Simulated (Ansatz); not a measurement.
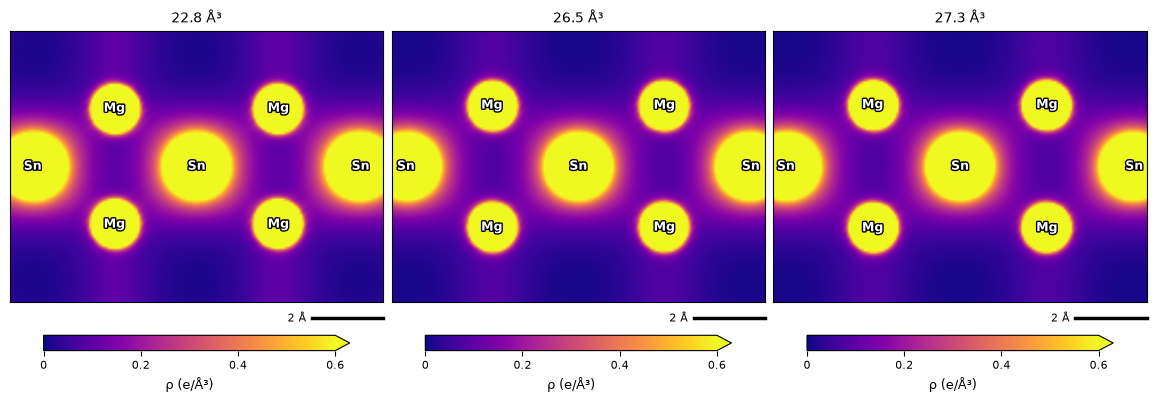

Mg$_{2}$Sn. The valence pseudo-density of cells scaled evenly to different volumes (given per atom above each panel), on the (11̄0) plane of each (indices in the axes of the cell below), at one length scale and on one colour scale.

Started from the antifluorite prototype, which need not be the ambient phase.

Computed with DFT, r2SCAN with spin-orbit coupling, plane waves, PAW in Ansatz 0.2.0.

The density is the valence pseudo-density of a PAW calculation; it isn't the true density close to the nuclei.

The largest cell:

```cif
data_structure
_symmetry_space_group_name_H-M 'P 1'
_symmetry_Int_Tables_number 1
_cell_length_a 4.8755
_cell_length_b 4.8755
_cell_length_c 4.8755
_cell_angle_alpha 60.000
_cell_angle_beta 60.000
_cell_angle_gamma 60.000
_cell_volume 81.95
loop_
_atom_site_label
_atom_site_type_symbol
_atom_site_fract_x
_atom_site_fract_y
_atom_site_fract_z
_atom_site_occupancy
Sn1 Sn 0.00000 0.00000 0.00000 1
Mg1 Mg 0.25000 0.25000 0.25000 1
Mg2 Mg 0.75000 0.75000 0.75000 1
```

| volume (Å³/atom) | Mg–Sn contact in the plane (Å) | ρ at its midpoint (e/Å³) | pressure (GPa) | 
| --- | --- | --- | --- |
| 22.77 | 2.810 | 0.252 | 7.2 | 
| 24.23 | 2.869 | ? | ? | 
| 26.52 | 2.956 | 0.210 | −1.3 | 
| 27.32 | 2.986 | 0.202 | −2.4 | 

What values belong in the row with question marks?

Answer. Over the known rows ln ρ falls by 1.25 per Å of Mg–Sn distance (a least-squares line), which gives 0.234 e/Å³ at 2.869 Å; the calculation gives 0.234 e/Å³. For the pressure, a straight line in volume between the neighbouring rows gives 3.9 GPa; the calculation gives 3.1, lower because pressure rises ever faster on compression.
